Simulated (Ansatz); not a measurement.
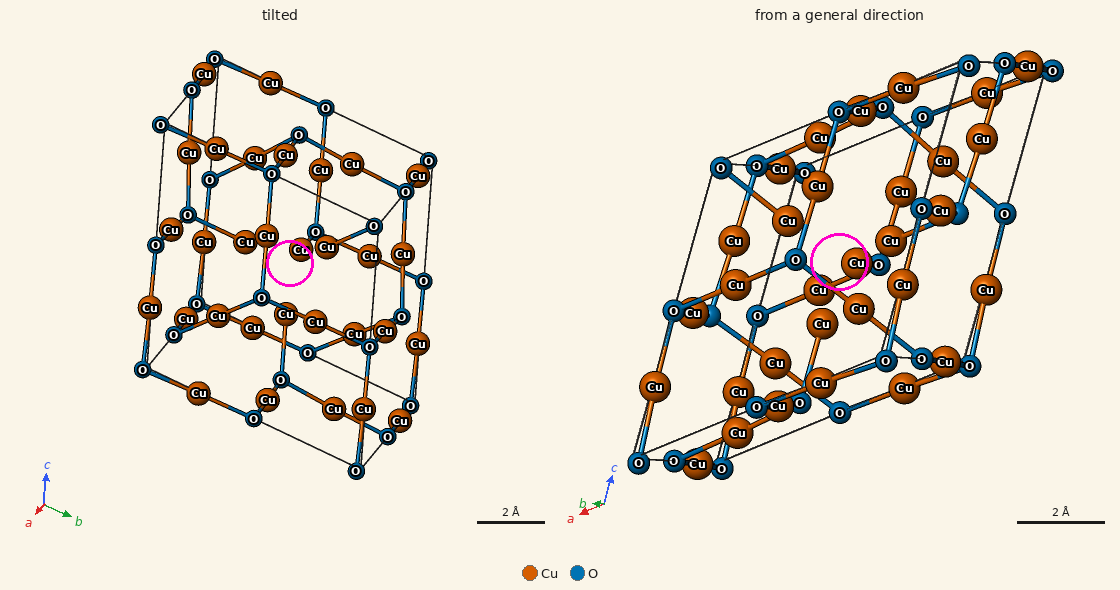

This ball-and-stick model is shown slightly off an axis and from a general direction. The edges of the supercell are marked. The host is Cu2O, in a cell of 24 sites, and the cell carries a charge of +2. A ring marks the defect's site.

Question: What defect is present?

Answer: An oxygen vacancy. Around the empty site lie four Cu at about 1.5 Å.

The atoms were relaxed in the host's cell with DFT PBE, scalar-relativistic, plane waves, PAW in Ansatz 0.2.0.
